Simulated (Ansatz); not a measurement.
# Rhodium, fcc under PBE: ground state and equation of state

What does PBE give for rhodium in the fcc structure? We relax it, solve it on a dense k-mesh, switch on spin-orbit coupling, then scale the cell to 7 volumes from 88 to 112 % of the relaxed one and try a fit of the equation of state. The k-meshes are 14×14×14 for the relaxation; 23×23×23 for the dense run; 14×14×14 for spin-orbit coupling; 23×23×23 for the volumes. It starts from a deposited cell (COD).

Computed with Ansatz 0.2.0 (DFT PBE, plane waves (420 eV) with PAW, scalar-relativistic, unless a step says otherwise).

## 1. The structure to begin with

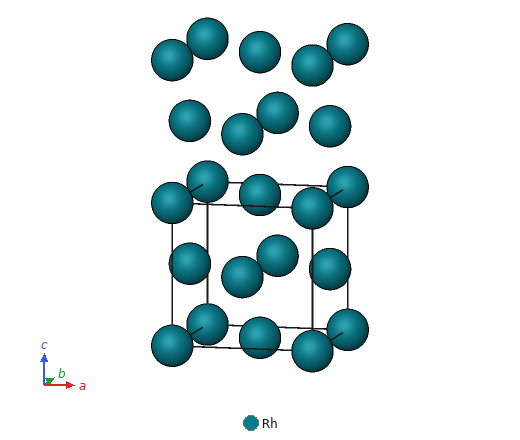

Start, viewed slightly off an axis; rhodium blue. 1×1×2 conventional cells are drawn; the run uses a primitive one. Any atoms on the faces are drawn again on the opposite ones.

As a file:

```cif
data_structure
_symmetry_space_group_name_H-M 'P 1'
_symmetry_Int_Tables_number 1
_cell_length_a 2.6892
_cell_length_b 2.6892
_cell_length_c 2.6892
_cell_angle_alpha 60.000
_cell_angle_beta 60.000
_cell_angle_gamma 60.000
_cell_volume 13.75
loop_
_atom_site_label
_atom_site_type_symbol
_atom_site_fract_x
_atom_site_fract_y
_atom_site_fract_z
_atom_site_occupancy
Rh1 Rh 0.00000 0.00000 0.00000 1
```

## 2. Relaxation of the cell

input.yaml reads:

```yaml
crystal:
  lattice:
    - [0.0, 1.90155, 1.90155]
    - [1.90155, 0.0, 1.90155]
    - [1.90155, 1.90155, 0.0]
  atoms:
    - { symbol: Rh, position: [0.0, 0.0, 0.0] }
hamiltonian:
  xc: pbe
  pseudopotentials:
    kind: paw
    azcp:
      Rh: "pseudopotentials/Rh.paw.azcp"
basis:
  ecutwfc: 420
  fft_grid_basis: typed
kpoints:
  mp_grid: { grid: [14, 14, 14], shift: [0, 0, 0] }
magnetization:
  spin_polarized: false
scf:
  occupations: { method: fermi_dirac, width: 0.1 }
relax:
  max_steps: 60
  f_tol: 0.01
  cell: {}
```

The program printed:

```text
Engine: ansatz 0.2.0, x86_64-unknown-linux-gnu
Pseudopotentials: kind: paw
Pseudopotential: Rh, paw, valence charge 17, recommended cutoff 420 eV (normal), <dir>
Functional definition: PBE
  parameter kappa = 0.804
  parameter beta = 0.06672455060314922
  exchange = pbe_x(kappa = kappa, mu = beta*pi^2/3)
  correlation = pbe_c(beta = beta)
Crystal: 1 atoms, lattice volume = 13.752 Å³
Basis set: ecut = 420 eV, 283 PW (Γ), exchange–correlation on 36×36×36 points (8 copies of the dense FFT grid, shifted against one another)
Bands: 13, of which v1, the nominal top of the filled ones, is band 9 counted from 1 (8 counted from 0)
Symmetry: 48 space group operations
Space group: Fm-3m (ITA 225), of the structure as read, at distance tolerance 2.4e-5 Å
k-points: 104 of 2744
Non-local potential: Rh, projectors of the file, l = 0: 3, l = 1: 2, l = 2: 2, l = 3: 1
PAW form: soft (Blöchl's): semilocal exchange-correlation on the pseudo side does not see the compensation charge
PAW one-centre angular grid: Rh, 590 points (default); XC on 64 Gauss nodes
Initial density: superposition of atomic densities (neutral atoms: chi_scale 0, normalization atom), corrected by the library's trained network
Initial wavefunctions: pseudopotential atomic-orbital guess
Functional: x = pbe(κ = 0.804, μ = 0.2195149727645171), c = pbe(β = 0.06672455060314922)
SCF iter   1: F=—  HF=-6402.904567 eV  |F-HF|=—  |Δ(HF+E_count)|=         —  Δρ=3.36e-3  dr2=7.37e-4  ethr=1.77e-3  ⟨swp⟩=4.8  Hψ=7397  notcnv=0
preconditioner: auto → none  [metal: Δε(μ)=0.032 eV  Ē_g=14.028 eV  σ=0.100 eV  W_gap=0.08  n_scr=0 (ndim 8)  ℏωp=30.0 eV  f_vac=0.000  D(μ)=1.27/eV (n_scr^D=14)]
SCF iter   2: F=—  HF=-6402.904622 eV  |F-HF|=—  |Δ(HF+E_count)|=   5.49e-5  Δρ=1.65e-3  dr2=1.12e-4  ethr=4.34e-6  ⟨swp⟩=2.3  Hψ=2787  notcnv=0
SCF iter   3: F=—  HF=-6402.904629 eV  |F-HF|=—  |Δ(HF+E_count)|=   7.18e-6  Δρ=8.82e-4  dr2=1.85e-5  ethr=6.62e-7  ⟨swp⟩=2.6  Hψ=2117  notcnv=0
SCF iter   4: F=—  HF=-6402.904650 eV  |F-HF|=—  |Δ(HF+E_count)|=   2.09e-5  Δρ=1.78e-4  dr2=9.23e-7  ethr=1.09e-7  ⟨swp⟩=2.3  Hψ=2019  notcnv=0
iter 5 did not close the SCF: its close was put off for the readings that it lacked (scf_convergence_deferred on its scf_iter line)
SCF iter   5: F=-6402.904651 eV  HF=-6402.904651 eV  |F-HF|=9.22e-9  |Δ(HF+E_count)|=   1.16e-6  Δρ=2.14e-5  dr2=1.98e-8  ethr=5.43e-9  ⟨swp⟩=2.0  Hψ=2092  notcnv=0
SCF iter   6: F=-6402.904651 eV  HF=-6402.904651 eV  |F-HF|=1.00e-11  |Δ(HF+E_count)|=   1.38e-8  Δρ=7.23e-7  dr2=1.37e-11  ethr=1.16e-10  ⟨swp⟩=1.9  Hψ=4376  notcnv=0
SCF 1 converged in 6 iterations: F = -6402.904651 eV  dr2 = 1.37e-11
relax step   1: F+E_penalty+E_count = -6402.90465122 eV  Δ(F+E_penalty+E_count) = +0.000e0 eV  max|allowed force component| = 0.000e0 eV/Å  Δτ_max = 0.0000 Å  P = +6.151 GPa  Ω = 13.752 Å³  (6 SCF iters, dr2 threshold 1.00e-7 eV, accepted)
Crystal: 1 atoms, lattice volume = 14.314 Å³
Initial density: handed on by an earlier stage of this run
Initial wavefunctions: those handed on with the density
iter 1 solved again at ethr=1.02e-5 eV; its pass at ethr=3.10e-3 eV (dr2=1.73e-3 eV) is discarded
SCF iter   1: F=—  HF=-6402.907431 eV  |F-HF|=—  |Δ(HF+E_count)|=         —  Δρ=4.04e-3  dr2=2.17e-3  ethr=1.02e-5  ⟨swp⟩=1.1  Hψ=9162  notcnv=0
preconditioner: auto → none  [metal: Δε(μ)=0.034 eV  Ē_g=13.598 eV  σ=0.100 eV  W_gap=0.09  n_scr=0 (ndim 8)  ℏωp=29.4 eV  f_vac=0.000  D(μ)=1.37/eV (n_scr^D=14)]
SCF iter   2: F=—  HF=-6402.907010 eV  |F-HF|=—  |Δ(HF+E_count)|=   4.21e-4  Δρ=2.04e-3  dr2=2.85e-4  ethr=1.02e-5  ⟨swp⟩=2.4  Hψ=2020  notcnv=0
SCF iter   3: F=—  HF=-6402.906948 eV  |F-HF|=—  |Δ(HF+E_count)|=   6.17e-5  Δρ=8.14e-4  dr2=3.14e-5  ethr=1.68e-6  ⟨swp⟩=2.6  Hψ=2013  notcnv=0
SCF iter   4: F=—  HF=-6402.906957 eV  |F-HF|=—  |Δ(HF+E_count)|=   8.79e-6  Δρ=6.62e-5  dr2=1.56e-7  ethr=1.85e-7  ⟨swp⟩=1.0  Hψ=1357  notcnv=0
SCF iter   5: F=-6402.906957 eV  HF=-6402.906957 eV  |F-HF|=3.84e-10  |Δ(HF+E_count)|=   2.32e-7  Δρ=8.94e-6  dr2=1.92e-9  ethr=5.88e-10  ⟨swp⟩=4.0  Hψ=4395  notcnv=0
SCF 2 converged in 5 iterations: F = -6402.906957 eV  dr2 = 1.92e-9
relax step   2: F+E_penalty+E_count = -6402.90695741 eV  Δ(F+E_penalty+E_count) = -2.306e-3 eV  max|allowed force component| = 0.000e0 eV/Å  Δτ_max = 0.0000 Å  P = -4.186 GPa  Ω = 14.314 Å³  energy of the carried Pulay correction = -3.959e-4 eV  (5 SCF iters, dr2 threshold 1.00e-7 eV, accepted)
Crystal: 1 atoms, lattice volume = 14.081 Å³
iter 1 solved again at ethr=2.36e-6 eV; its pass at ethr=3.10e-3 eV (dr2=4.02e-4 eV) is discarded
SCF iter   1: F=—  HF=-6402.910446 eV  |F-HF|=—  |Δ(HF+E_count)|=         —  Δρ=1.69e-3  dr2=3.69e-4  ethr=2.36e-6  ⟨swp⟩=1.4  Hψ=9097  notcnv=0
preconditioner: auto → none  [metal: Δε(μ)=0.027 eV  Ē_g=13.760 eV  σ=0.100 eV  W_gap=0.07  n_scr=0 (ndim 8)  ℏωp=29.7 eV  f_vac=0.000  D(μ)=1.32/eV (n_scr^D=14)]
SCF iter   2: F=—  HF=-6402.910372 eV  |F-HF|=—  |Δ(HF+E_count)|=   7.40e-5  Δρ=8.30e-4  dr2=4.61e-5  ethr=2.17e-6  ⟨swp⟩=2.2  Hψ=1889  notcnv=0
SCF iter   3: F=—  HF=-6402.910364 eV  |F-HF|=—  |Δ(HF+E_count)|=   7.89e-6  Δρ=3.30e-4  dr2=5.01e-6  ethr=2.71e-7  ⟨swp⟩=2.6  Hψ=2045  notcnv=0
SCF iter   4: F=-6402.910365 eV  HF=-6402.910365 eV  |F-HF|=2.14e-8  |Δ(HF+E_count)|=   1.18e-6  Δρ=2.71e-5  dr2=2.31e-8  ethr=5.88e-10  ⟨swp⟩=3.1  Hψ=4934  notcnv=0
SCF 3 converged in 4 iterations: F = -6402.910365 eV  dr2 = 2.31e-8
relax step   3: F+E_penalty+E_count = -6402.91036513 eV  Δ(F+E_penalty+E_count) = -3.408e-3 eV  max|allowed force component| = 0.000e0 eV/Å  Δτ_max = 0.0000 Å  P = -0.206 GPa  Ω = 14.081 Å³  energy of the carried Pulay correction = -2.337e-4 eV  (4 SCF iters, dr2 threshold 1.00e-7 eV, accepted)
Crystal: 1 atoms, lattice volume = 14.069 Å³
iter 1 solved again at ethr=5.69e-9 eV; its pass at ethr=3.10e-3 eV (dr2=9.67e-7 eV) is discarded
SCF iter   1: F=—  HF=-6402.910379 eV  |F-HF|=—  |Δ(HF+E_count)|=         —  Δρ=9.77e-5  dr2=1.02e-6  ethr=5.69e-9  ⟨swp⟩=2.0  Hψ=8737  notcnv=0
preconditioner: auto → none  [metal: Δε(μ)=0.030 eV  Ē_g=13.773 eV  σ=0.100 eV  W_gap=0.07  n_scr=0 (ndim 8)  ℏωp=29.7 eV  f_vac=0.000  D(μ)=1.32/eV (n_scr^D=14)]
SCF iter   2: F=—  HF=-6402.910381 eV  |F-HF|=—  |Δ(HF+E_count)|=   1.77e-6  Δρ=5.19e-5  dr2=1.45e-7  ethr=5.69e-9  ⟨swp⟩=2.1  Hψ=1863  notcnv=0
SCF iter   3: F=-6402.910381 eV  HF=-6402.910381 eV  |F-HF|=1.06e-8  |Δ(HF+E_count)|=   1.01e-8  Δρ=2.33e-5  dr2=2.37e-8  ethr=5.88e-10  ⟨swp⟩=3.9  Hψ=3920  notcnv=0
SCF 4 converged in 3 iterations: F = -6402.910381 eV  dr2 = 2.37e-8
relax step   4: F+E_penalty+E_count = -6402.91038088 eV  Δ(F+E_penalty+E_count) = -1.575e-5 eV  max|allowed force component| = 0.000e0 eV/Å  Δτ_max = 0.0000 Å  P = +0.008 GPa  Ω = 14.069 Å³  energy of the carried Pulay correction = -2.253e-4 eV  (3 SCF iters, dr2 threshold 1.00e-7 eV, accepted)
Basis set: ecut = 420 eV, 283 PW (Γ), exchange–correlation on 40×40×40 points (8 copies of the dense FFT grid, shifted against one another)
Initial wavefunctions: pseudopotential atomic-orbital guess (no wavefunctions were taken with the density)
iter 1 solved again at ethr=1.05e-8 eV; its pass at ethr=3.10e-3 eV (dr2=1.79e-6 eV) is discarded
SCF iter   1: F=—  HF=-6402.910556 eV  |F-HF|=—  |Δ(HF+E_count)|=         —  Δρ=4.52e-4  dr2=6.75e-7  ethr=1.05e-8  ⟨swp⟩=3.2  Hψ=11368  notcnv=0
SCF iter   2: F=—  HF=-6402.910599 eV  |F-HF|=—  |Δ(HF+E_count)|=   4.34e-5  Δρ=2.26e-4  dr2=1.66e-7  ethr=3.97e-9  ⟨swp⟩=1.0  Hψ=1352  notcnv=0
SCF iter   3: F=—  HF=-6402.910614 eV  |F-HF|=—  |Δ(HF+E_count)|=   1.46e-5  Δρ=1.95e-5  dr2=3.63e-8  ethr=9.74e-10  ⟨swp⟩=2.3  Hψ=1755  notcnv=0
SCF iter   4: F=—  HF=-6402.910614 eV  |F-HF|=—  |Δ(HF+E_count)|=   1.87e-8  Δρ=1.94e-6  dr2=1.47e-10  ethr=2.13e-10  ⟨swp⟩=2.4  Hψ=1984  notcnv=0
SCF iter   5: F=-6402.910614 eV  HF=-6402.910614 eV  |F-HF|=1.82e-12  |Δ(HF+E_count)|=  5.28e-11  Δρ=2.57e-7  dr2=2.66e-12  ethr=1.00e-12  ⟨swp⟩=5.2  Hψ=5502  notcnv=0
SCF 5 converged in 5 iterations: F = -6402.910614 eV  dr2 = 2.66e-12
relax step   5: F+E_penalty+E_count = -6402.91061374 eV  Δ(F+E_penalty+E_count) = -2.329e-4 eV  max|allowed force component| = 0.000e0 eV/Å  Δτ_max = 0.0000 Å  P = -0.000 GPa  Ω = 14.069 Å³  stress off target by 3.55e-6 GPa  SCF on the basis re-selected at this cell (its energy is not comparable with the rows above)  (5 SCF iters)
basis re-selected at this cell: Δ(F+E_penalty+E_count) = -2.329e-4 eV, ΔP = -0.008 GPa vs the last step (what re-selecting the basis moved, of the pressure what is left beyond the Pulay correction that the steps carried, after the strain that the cell walked since its last selection, with what the two solves' SCF thresholds leave and, on support functions, any second-order correction that the steps lacked; it is no measure of the basis error at this ecutwfc). The dense FFT grid was sized anew with the basis: this SCF ran on 20×20×20 points, the steps before it on 18×18×18, so part of this shift can come from that change (see relax.cell in the input reference). This SCF's stress stands 3.55e-6 GPa from its target on what of the cell is left free (relax.cell.stress_tol is 5.00e-2 GPa) and its largest allowed force component is 0.00e0 eV/Å (relax.f_tol is 1.00e-2 eV/Å): within both
SCF converged after 5 iterations
Free energy (F): -6402.910614 eV
Harris-Foulkes:  -6402.910614 eV  (|F-HF|=1.82e-12)
Internal energy: -6402.865678 eV  (E = F + TS)
E sigma→0 (E₀):  -6402.888146 eV
Entropy (-TS):   -0.044935 eV (-44.935 meV/atom)
Fermi energy:    21.738196 eV
--- Per-component energies (eV) ---
  E_band       = -94.672964
  E_kinetic    = 572.841632
  E_local      = -1591.729617  (includes V_loc(G=0)·N_el)
  E_nonlocal   = 354.617195
  E_hartree    = 559.512466
  E_xc         = -221.744658
  E_vxc        = -278.358791  (∫ρ·V_xc dr)
  E_paw        = -3586.893376  (= ΣΔE_a)
  E_vpaw       = -271.069168  (= ΣTr[D̂ρ^β])
  E_aug_tail   = 0.000839  (compensation charges beyond the density's cutoff)
  E_ewald      = -2489.470160
  E_smearing   = -0.044935  (= −TS)
  E_closure    = -0.000000  (closes the sum)
  Σ components = -6402.910614   (vs F -6402.910614, Δ=0.00e0)
--- Forces (eV/Å), atoms counted from 1 ---
  atom   1  Rh     0.00000000     0.00000000    -0.00000000
  max |Σ_I F_I| component: 3.29e-32 eV/Å
--- Stress (GPa, compression-positive) ---
       -0.000004      -0.000000      -0.000000
       -0.000000      -0.000004       0.000000
       -0.000000      -0.000000      -0.000004
  P = ⅓ Tr σ = -0.0000 GPa (-0.000 kbar)
--- Relaxed structure (4 steps of the walk, 4 accepted, 1 SCFs on fresh bases) ---
  F+E_penalty+E_count = -6402.91061374 eV   max|allowed force component| = 0.000e0 eV/Å   (the final SCF, on the basis selected at the relaxed cell)
  cell:  # Å, volume = 14.0688 Å³
    - [-2.4839938660366006e-34, 1.9160595457114094, 1.9160595457114094]
    - [1.9160595457114094, -6.050754289063513e-34, 1.9160595457114094]
    - [1.9160595457114094, 1.9160595457114094, -6.114446439474709e-34]
  atoms:
    - { symbol: Rh, position: [0.0, 0.0, 0.0] }
```

Run time: 7.7 s. Hardware: 1 thread of an x86-64 CPU, shared host; peak memory 0.49 GiB.

The steps of the relaxation:

```tsv
step	energy change (meV/atom)	largest force (eV/Å)	pressure (GPa)	volume (Å³/atom)
1	0.00	0.0000	6.15	13.752
2	-2.31	0.0000	-4.19	14.314
3	-5.71	0.0000	-0.21	14.081
4	-5.73	0.0000	0.01	14.069
5	-5.96	0.0000	0.00	14.069
```

Steps that repeat a cell are solved on a basis chosen anew, so their changes of energy are no gain of the relaxation.

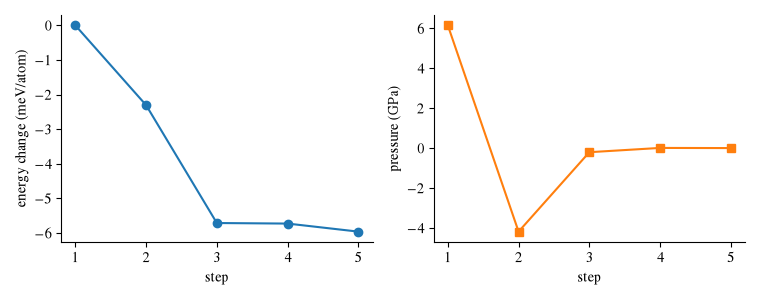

Energy and pressure over the accepted steps.

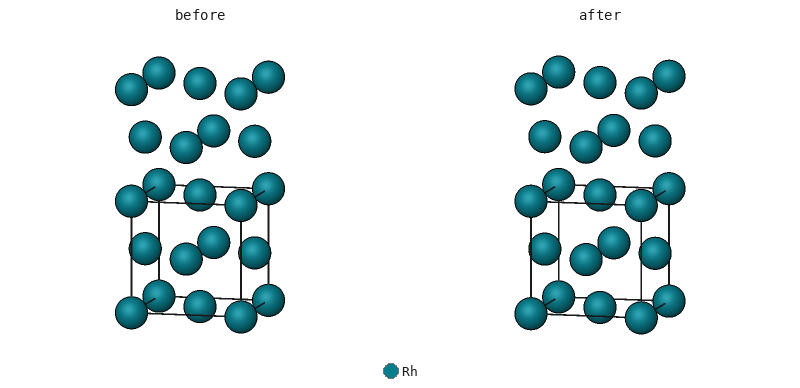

Before and after, at one scale. The cells drawn are those of the first picture.

Changes in the cell that was computed:

|  | before | after | change |
| --- | --- | --- | --- |
| a (Å) | 2.689 | 2.710 | +0.8 % |
| b (Å) | 2.689 | 2.710 | +0.8 % |
| c (Å) | 2.689 | 2.710 | +0.8 % |
| volume (Å³/atom) | 13.752 | 14.069 | +2.3 % |
| shortest distance (Å) | 2.689 | 2.710 | +0.8 % |
| space group (spins left aside) | Fm-3m | Fm-3m | same |

## 3. The energy on a finer k-mesh

input.yaml reads:

```yaml
crystal:
  lattice:
    - [0.0, 1.9160595457, 1.9160595457]
    - [1.9160595457, 0.0, 1.9160595457]
    - [1.9160595457, 1.9160595457, 0.0]
  atoms:
    - { symbol: Rh, position: [0.0, 0.0, 0.0] }
hamiltonian:
  xc: pbe
  pseudopotentials:
    kind: paw
    azcp:
      Rh: "pseudopotentials/Rh.paw.azcp"
basis:
  ecutwfc: 420
  fft_grid_basis: typed
kpoints:
  mp_grid: { grid: [23, 23, 23], shift: [0, 0, 0] }
magnetization:
  spin_polarized: false
scf:
  occupations: { method: fermi_dirac, width: 0.1 }
```

The program printed, cut to the lines that bear on the results:

```text
[...]
[... 3 set-up lines as earlier in the session ...]
[...]
Crystal: 1 atoms, lattice volume = 14.069 Å³
Basis set: ecut = 420 eV, 283 PW (Γ)
Bands: 13, of which v1, the nominal top of the filled ones, is band 9 counted from 1 (8 counted from 0)
[... 2 set-up lines as earlier in the session ...]
k-points: 364 of 12167
[...]
SCF iter   1: F=—  HF=-6402.911269 eV  |F-HF|=—  |Δ(HF+E_count)|=         —  Δρ=2.85e-3  dr2=3.86e-4  ethr=1.77e-3  ⟨swp⟩=4.9  Hψ=26122  notcnv=0
[...]
SCF iter   6: F=-6402.911348 eV  HF=-6402.911348 eV  |F-HF|=1.28e-9  |Δ(HF+E_count)|=   1.02e-7  Δρ=7.75e-6  dr2=1.53e-9  ethr=5.88e-10  ⟨swp⟩=2.0  Hψ=9343  notcnv=0
[...]
SCF converged after 6 iterations
Free energy (F): -6402.911348 eV
[...]
E sigma→0 (E₀):  -6402.888180 eV
Entropy (-TS):   -0.046335 eV (-46.335 meV/atom)
Fermi energy:    21.732889 eV
[...]
```

Run time: 3.2 s. Hardware: 1 thread of an x86-64 CPU, shared host; peak memory 0.53 GiB.

## 4. With spin-orbit coupling

Edit input.yaml of step 3 so:

```diff
@@ -10,3 +10,3 @@
   pseudopotentials:
-    kind: paw
+    kind: paw_fr
     azcp:
@@ -17,5 +17,6 @@
 kpoints:
-  mp_grid: { grid: [23, 23, 23], shift: [0, 0, 0] }
+  mp_grid: { grid: [14, 14, 14], shift: [0, 0, 0] }
 magnetization:
-  spin_polarized: false
+  noncollinear: true
+  spin_orbit: true
 scf:
```

The program printed, cut to the lines that bear on the results:

```text
[...]
Pseudopotentials: kind: paw_fr
Pseudopotential: Rh, paw_fr, valence charge 17, recommended cutoff 420 eV (normal), <dir>
[... 1 set-up line as earlier in the session ...]
[...]
non-collinear run that drives no moment, with spin-orbit: no starting moment large enough to seed its density (crystal.atoms[].spin), no starting occupations that ask for one, no magnetisation constraint and no magnetic field, so the semilocal B_xc is pinned to zero
Crystal: 1 atoms, lattice volume = 14.069 Å³
Basis set: ecut = 420 eV, 283 PW (Γ)
Bands: 26, of which v1, the nominal top of the filled ones, is band 17 counted from 1 (16 counted from 0)
Symmetry: 48 space group operations + 48 with time reversal
Magnetic group: BNS 225.117 (UNI 1619), of the structure as read, at distance tolerance 2.4e-5 Å
k-points: 104 of 2744
Projection manifold: j_resolved (fully-relativistic pseudo-atomic orbitals)
[...]
SCF iter   1: F=—  HF=-6405.209121 eV  |F-HF|=—  |Δ(HF+E_count)|=         —  Δρ=1.14e-1  dr2=1.70e0  dr2_m=0.00e0 (ungated)  ethr=3.10e-3  |M|=0.00e0 ∫|m|=0.00e0 μB  |m|>n=0.0e0 m-floor=0.0e0 τ_xc=0.0e0  β_m=0.30  ⟨swp⟩=6.5  Hψ=6727  notcnv=0  defer=80
[...]
SCF iter   7: F=-6404.722960 eV  HF=-6404.722960 eV  |F-HF|=1.23e-10  |Δ(HF+E_count)|=   2.13e-9  Δρ=1.33e-6  dr2=1.84e-10  dr2_m=0.00e0 (ungated)  ethr=2.08e-11  |M|=0.00e0 ∫|m|=0.00e0 μB  |m|>n=0.0e0 m-floor=0.0e0 τ_xc=0.0e0  ⟨swp⟩=1.0  Hψ=4010  notcnv=0
[...]
SCF converged after 7 iterations
Magnetization: |M| = 0.0000 μB,  M = (+0.0000, +0.0000, +0.0000) μB
Absolute magnetization: 0.0000 μB (∫|m|)
  site 0: m = (+0.0000, +0.0000, +0.0000) μB, |m| = 0.0000 μB  (R = 1.12 Å)
Free energy (F): -6404.722960 eV
[...]
E sigma→0 (E₀):  -6404.700455 eV
Entropy (-TS):   -0.045010 eV (-45.010 meV/atom)
Fermi energy:    21.747923 eV
[...]
```

Wall time 4.8 s (1 thread of an x86-64 CPU, shared host); peak memory 0.5 GiB.

With and without spin-orbit coupling:

```tsv
	scalar-relativistic	with spin-orbit coupling
k-mesh	23×23×23	14×14×14
gap on the mesh	none (levels filled in part)	none (levels filled in part)
```

The meshes differ, so small differences between the columns need not come from spin-orbit coupling.

## 5. Volume × 0.88

input.yaml reads:

```yaml
crystal:
  lattice:
    - [0.0, 1.8361291509, 1.8361291509]
    - [1.8361291509, 0.0, 1.8361291509]
    - [1.8361291509, 1.8361291509, 0.0]
  atoms:
    - { symbol: Rh, position: [0.0, 0.0, 0.0] }
hamiltonian:
  xc: pbe
  pseudopotentials:
    kind: paw
    azcp:
      Rh: "pseudopotentials/Rh.paw.azcp"
basis:
  ecutwfc: 420
  fft_grid_basis: typed
kpoints:
  mp_grid: { grid: [23, 23, 23], shift: [0, 0, 0] }
magnetization:
  spin_polarized: false
scf:
  occupations: { method: fermi_dirac, width: 0.1 }
output:
  stress: true
```

The program printed, cut to the lines that bear on the results:

```text
[...]
[... 3 set-up lines as earlier in the session ...]
[...]
Crystal: 1 atoms, lattice volume = 12.381 Å³
Basis set: ecut = 420 eV, 259 PW (Γ)
Bands: 13, of which v1, the nominal top of the filled ones, is band 9 counted from 1 (8 counted from 0)
[... 1 set-up line as earlier in the session ...]
Space group: Fm-3m (ITA 225), of the structure as read, at distance tolerance 2.3e-5 Å
k-points: 364 of 12167
[...]
SCF iter   1: F=—  HF=-6402.702025 eV  |F-HF|=—  |Δ(HF+E_count)|=         —  Δρ=3.54e-3  dr2=5.51e-4  ethr=1.77e-3  ⟨swp⟩=5.0  Hψ=26219  notcnv=0
[...]
SCF iter   6: F=-6402.702365 eV  HF=-6402.702365 eV  |F-HF|=1.43e-10  |Δ(HF+E_count)|=  1.41e-10  Δρ=2.23e-6  dr2=3.08e-10  ethr=2.13e-11  ⟨swp⟩=1.6  Hψ=14069  notcnv=0
[...]
SCF converged after 6 iterations
Free energy (F): -6402.702365 eV
[...]
E sigma→0 (E₀):  -6402.684018 eV
Entropy (-TS):   -0.036696 eV (-36.696 meV/atom)
Fermi energy:    25.567095 eV
[...]
--- Stress (GPa, compression-positive) ---
       45.200624       0.000000      -0.000000
        0.000000      45.200624       0.000000
        0.000000      -0.000000      45.200624
  P = ⅓ Tr σ = 45.2006 GPa (452.006 kbar)
```

It took 5.7 s on 1 thread of an x86-64 CPU, shared host; peak memory 0.54 GiB.

## 6. Volume × 0.92

Edit input.yaml of step 5 so:

```diff
@@ -2,5 +2,5 @@
   lattice:
-    - [0.0, 1.8361291509, 1.8361291509]
-    - [1.8361291509, 0.0, 1.8361291509]
-    - [1.8361291509, 1.8361291509, 0.0]
+    - [0.0, 1.8635381045, 1.8635381045]
+    - [1.8635381045, 0.0, 1.8635381045]
+    - [1.8635381045, 1.8635381045, 0.0]
   atoms:
```

The program printed, cut to the lines that bear on the results:

```text
[...]
[... 3 set-up lines as earlier in the session ...]
[...]
Crystal: 1 atoms, lattice volume = 12.943 Å³
Basis set: ecut = 420 eV, 259 PW (Γ)
Bands: 13, of which v1, the nominal top of the filled ones, is band 9 counted from 1 (8 counted from 0)
[... 2 set-up lines as earlier in the session ...]
k-points: 364 of 12167
[...]
SCF iter   1: F=—  HF=-6402.826310 eV  |F-HF|=—  |Δ(HF+E_count)|=         —  Δρ=3.39e-3  dr2=5.62e-4  ethr=1.77e-3  ⟨swp⟩=5.0  Hψ=26228  notcnv=0
[...]
SCF iter   6: F=-6402.826592 eV  HF=-6402.826592 eV  |F-HF|=1.46e-11  |Δ(HF+E_count)|=   2.13e-8  Δρ=1.58e-6  dr2=6.91e-11  ethr=1.03e-10  ⟨swp⟩=2.0  Hψ=15475  notcnv=0
[...]
SCF converged after 6 iterations
Free energy (F): -6402.826592 eV
[...]
E sigma→0 (E₀):  -6402.806713 eV
Entropy (-TS):   -0.039758 eV (-39.758 meV/atom)
Fermi energy:    24.177707 eV
[...]
--- Stress (GPa, compression-positive) ---
       26.306728      -0.000000      -0.000000
       -0.000000      26.306728       0.000000
       -0.000000       0.000000      26.306728
  P = ⅓ Tr σ = 26.3067 GPa (263.067 kbar)
```

Run time: 5.3 s. Hardware: 1 thread of an x86-64 CPU, shared host; peak memory 0.53 GiB.

(Part 1 of 2 ends here.)
